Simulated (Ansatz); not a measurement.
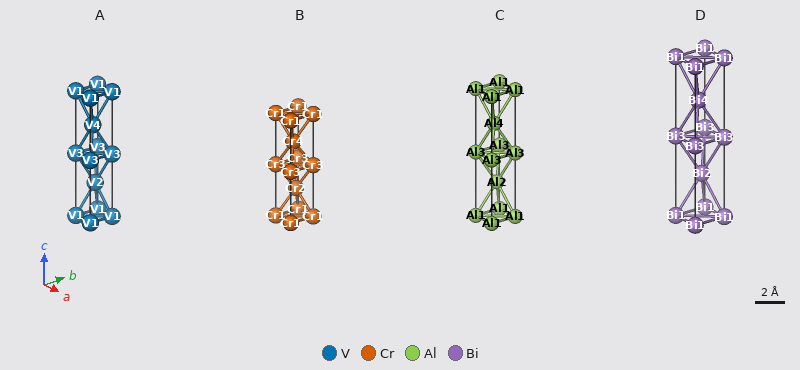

One structure type (space group P6_3/mmc for the parent) with different elements on its sites, each relaxed in cell and atoms to zero pressure (within 0.1 GPa). A ball-and-stick model of the cell of the calculation, seen slightly off an axis.

Method: DFT PBE+D3(BJ), scalar-relativistic, plane waves, PAW (Ansatz 0.2.0). Set-up: plane-wave cutoff 420 eV; occupations gaussian; smearing width 0.1 eV; no spin polarisation. The k-mesh is chosen for each cell (18×18×6, 12×12×4).

Give the formulas, and rank the crystals by volume per atom, smallest first.

B = Cr (11.6 Å³), A = V (13.2 Å³), C = Al (15.9 Å³), D = Bi (30.2 Å³).

Which have a band gap?

V: metallic; Cr: metallic; Al: metallic; Bi: metallic.
